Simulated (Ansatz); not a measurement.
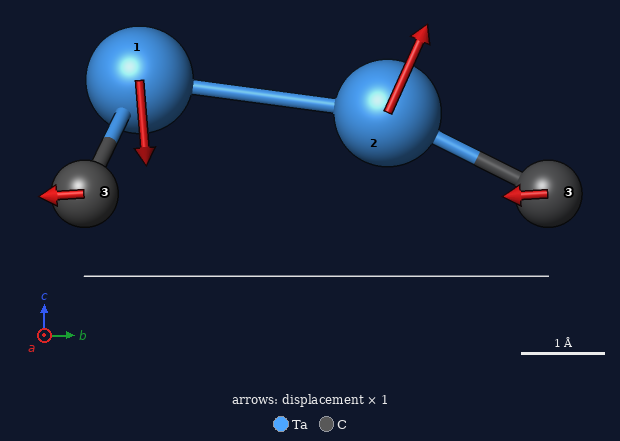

A relaxation of a free-standing layer of Ta2C (a generated structure, set up in Cm) (coarse preliminary run). The starting structure is drawn; red arrows show the displacements (the part carried along by the change of the cell is left out), at their true length.

Style: ball-and-stick. Shown: the 2 × 1 repeat of the cell, outlined in the plane, without the vacuum, along the a axis.

All numbers below come from Ansatz 0.2.0, DFT PBE, scalar-relativistic, plane waves, PAW.

Input
```yaml
crystal:
  lattice:
    - [3.105901, 0.0, 0.0]
    - [-1.55295, 5.630439, 0.0]
    - [0.0, 0.0, 16.0]
  atoms:
    - { symbol: Ta, position: [0.55928891, 0.11857783, 0.5432241] }
    - { symbol: Ta, position: [0.8267559, 0.6535118, 0.51801572] }
    - { symbol: C, position: [7.718e-05, 0.00015436, 0.4567759] }
  periodic: [true, true, false]
basis:
  ecutwfc: 420
kpoints:
  mp_grid: { grid: [6, 6, 1] }
hamiltonian:
  xc: pbe
scf:
  occupations: { method: gaussian, width: 0.1 }
  lower_state_search: "off"
output:
  forces: true
  stress: true
  eigenvalues: true
relax:
  adjacent_minimum: "off"
  f_tol: 0.04
  max_steps: 70
  cell: { stress_2d_tol: 0.16 }
```

Command:
```bash
ansatz run input.yaml --threads 1 --pin off --max-ram 2560MiB --backend cpu --events-out ev --progress --plain --runs-dir out
```

### What happened in the run?

Ta2 moves most relative to the cell and the layer's centre: 1.20 Å at 24° to the normal (+c side). Largest moves by element: Ta 1.20 Å, C 0.58 Å. In the plane the drawn cell goes a 6.212 → 7.115 Å (+14.5 %), b 5.841 → 3.554 Å (−39.1 %). Near-neighbour distances that change, for instance: Ta1–C3 5.153 → 2.084 Å, Ta1–Ta1 3.106 → 3.558 Å, Ta1–Ta2 3.071 → 2.699 Å, Ta1–Ta2 (another image) 3.039 → 2.700 Å. New bonds form, among them: Ta1–C3 (5.15 → 2.08 Å). Bond angles that change, for instance: Ta2–Ta1–Ta2 145.9° → 82.3°, Ta2–Ta1–C3 90.9° → 119.2°, C3–Ta1–C3 90.6° → 117.3°. The energy falls by 3.945 eV per cell of the calculation in 25 accepted moves (29 points after the start). Largest force component: 3.7 eV/Å at the start, 0.035 eV/Å at the end. The line search rejected the trial steps at points 6, 18 of the run. The SCF was repeated twice at an unchanged geometry on a basis and grid sized afresh for the cell, which shifted the energy by 6.3 meV per cell of the calculation at most. The program noted that it reset the height of the cell.
